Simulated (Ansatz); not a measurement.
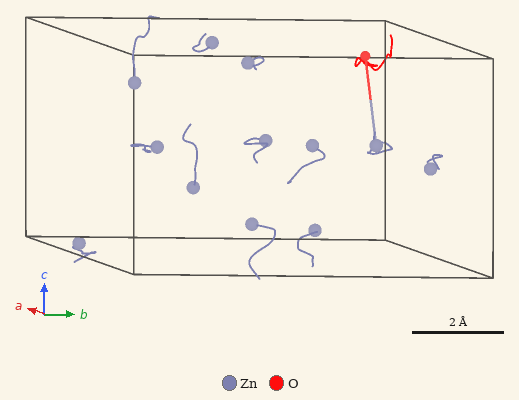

Molecular dynamics of Zn with an interstitial O (13 atoms in the cell), 300 fs long. It starts from the last geometry of an earlier run, with fresh velocities. Lines trace each atom's path, in the colour of its element; spheres stand at the starting positions. Seen from a free direction in the simulation cell.

All numbers below come from DFT PBE, scalar-relativistic, plane waves, PAW (Ansatz 0.2.0). Settings: plane-wave cutoff 420 eV; k-point mesh 2 × 2 × 2; Fermi-Dirac smearing 0.15 eV; low-accuracy preset; Nosé-Hoover thermostat (NVT); set temperature 1260 K; time step 1.5 fs; thermostat time 100.0 fs.

Input
```yaml
accuracy: low
crystal:
  lattice:
    - [5.32, 0.0, 0.0]
    - [-3.99, 6.910883, 0.0]
    - [0.0, 0.0, 4.93696]
  atoms:
    - { symbol: Zn, position: [0.10478723, 0.03416638, -0.14367378] }
    - { symbol: Zn, position: [0.08164025, 0.19047155, 0.38516292] }
    - { symbol: Zn, position: [0.01186403, 0.32159782, -0.03208958] }
    - { symbol: Zn, position: [0.13675404, 0.53860428, 0.57327129] }
    - { symbol: Zn, position: [-0.04284528, 0.61580327, 0.07349648] }
    - { symbol: Zn, position: [0.18434895, 0.88134293, 0.46416184] }
    - { symbol: Zn, position: [0.56278531, 0.01685223, 0.04509023] }
    - { symbol: Zn, position: [0.630546, 0.25443724, 0.47571984] }
    - { symbol: Zn, position: [0.49770344, 0.36763373, -0.02286499] }
    - { symbol: Zn, position: [0.668174, 0.56771576, 0.50388662] }
    - { symbol: Zn, position: [0.42310406, 0.63141133, 0.13830966] }
    - { symbol: Zn, position: [0.64814262, 0.86899725, 0.49012987] }
    - { symbol: O, position: [0.71632442, 0.85902516, 0.88664771] }
basis:
  ecutwfc: 420.0
kpoints:
  mp_grid: { grid: [2, 2, 2] }
hamiltonian:
  xc: pbe
scf:
  occupations: { method: fermi_dirac, width: 0.15 }
  lower_state_search: "off"
  convergence: { dr2_threshold: 0.001 }
  max_iter: 74
md:
  timestep: 1.5
  n_steps: 200
  ensemble: nvt_nose_hoover
  temperature: 1260.0
  initial_velocities: maxwell_boltzmann
  seed: 842629
  nose_hoover: { tau: 100.0, chain_length: 1 }
```

Launched with:
```bash
ansatz run input.yaml --threads 1 --pin off --max-ram 3072MiB --backend cpu --events-out ev --progress --plain --runs-dir out
```

Describe the motion.

Answer. Root-mean-square distances from the starting positions over the second half, with the common drift of all atoms taken out: Zn 0.77 Å, O 0.56 Å. Against the typical shortest distance between atoms in the first frame, about 2.3 Å these are large excursions, but over 300 fs one can't yet tell strong vibration from the start of diffusion. Over the second half the temperature averages 1157 K (spread ±142 K). The potential energy in the second half lies on average 20.3 meV per atom above the first frame. The self-consistency threshold is loose, so the forces are noisy.

Limits of the set-up: the k-point mesh is coarse for a cell with partly filled bands; the program's low-accuracy preset was used; the periodic images lie only 4.9 Å apart, so the values are limited by the cell's size.

Cost: 6.6 min on 1 thread of Intel(R) Xeon(R) Platinum 8488C (Sapphire Rapids), on a shared host, peak memory 0.58 GiB.
